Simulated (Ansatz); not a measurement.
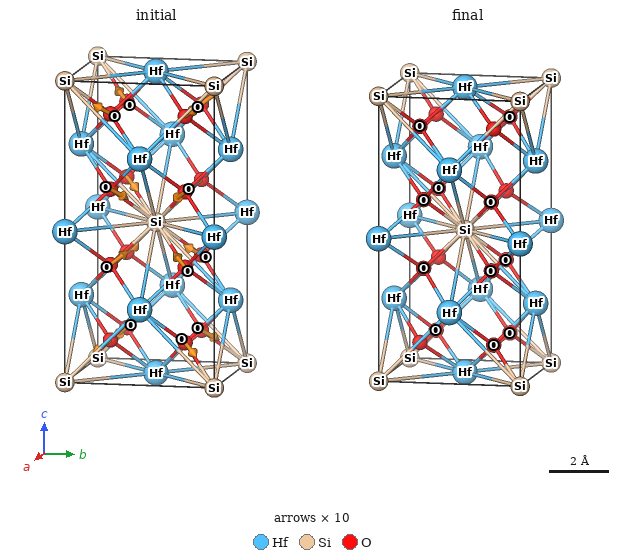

The structure of crystalline Hf3SiO8 (a generated structure, set up in I4/mmm) (coarse preliminary run) before (left) and after (right) a relaxation, at one scale. The orange arrows give the displacements (the part carried along by the change of the cell is left out), magnified 10 times.

Style: ball-and-stick. Shown: the conventional cell (2 times the calculation's cell), slightly off an axis. Lengths and directions refer to the drawn axes.

Theory: DFT PBE, scalar-relativistic, plane waves, PAW (Ansatz 0.2.0).

The input:
```yaml
crystal:
  lattice:
    - [-2.6365257, 2.6365257, 5.27305141]
    - [2.6365257, -2.6365257, 5.27305141]
    - [2.6365257, 2.6365257, -5.27305141]
  atoms:
    - { symbol: Hf, position: [0.75, 0.25, 0.5] }
    - { symbol: Hf, position: [0.5, 0.5, 0.0] }
    - { symbol: Hf, position: [0.25, 0.75, 0.5] }
    - { symbol: Si, position: [0.0, 0.0, 0.0] }
    - { symbol: O, position: [0.375, 0.375, 0.5] }
    - { symbol: O, position: [0.125, 0.625, 0.0] }
    - { symbol: O, position: [0.875, 0.875, 0.5] }
    - { symbol: O, position: [0.625, 0.125, 0.0] }
    - { symbol: O, position: [0.625, 0.625, 0.5] }
    - { symbol: O, position: [0.375, 0.875, 0.0] }
    - { symbol: O, position: [0.125, 0.125, 0.5] }
    - { symbol: O, position: [0.875, 0.375, 0.0] }
basis:
  ecutwfc: 420
kpoints:
  mp_grid: { grid: [6, 6, 6] }
hamiltonian:
  xc: pbe
scf:
  occupations: { method: gaussian, width: 0.1 }
  lower_state_search: "off"
output:
  forces: true
  stress: true
  eigenvalues: true
relax:
  adjacent_minimum: "off"
  f_tol: 0.04
  max_steps: 70
  cell: { stress_tol: 0.4 }
```

Run as
```bash
ansatz run input.yaml --threads 1 --pin off --max-ram 2560MiB --backend cpu --events-out ev --progress --plain --runs-dir out
```

> Describe what moved and what it gained.

The energy falls by 197 meV per atom in 5 accepted moves (7 points after the start). The largest force component goes from 0.4 to 0.0016 eV/Å. Pressure: −25.16 GPa at the start and 0.05 GPa at the end. The SCF was repeated twice at an unchanged geometry on a basis and grid sized afresh for the cell, which shifted the energy by 3.9 meV per atom at most. The largest moves relative to the cell, 0.087 Å, are those of 8 atoms (O5, O6, O7, O8 and others). O11 goes roughly along [−2 −2 1]. Si and Hf stay in place. Cell: a = b 5.273 → 4.995 Å (−5.3 %), c 10.546 → 9.960 Å (−5.6 %). Volume −15.2 %. Some distances before and after: Si4–O10 2.283 → 2.074 Å, Hf1–Si4 3.729 → 3.527 Å, Hf1–O10 2.283 → 2.187 Å, Hf2–O10 2.283 → 2.200 Å. Among the angles between lasting bonds that change: Hf1–O8–Hf2 109.5° → 107.0°. The space group stays I4/mmm (No. 139). Cost: 83 s on 1 thread of Intel(R) Xeon(R) 6975P-C (Granite Rapids), on a shared host, peak memory 0.63 GiB.
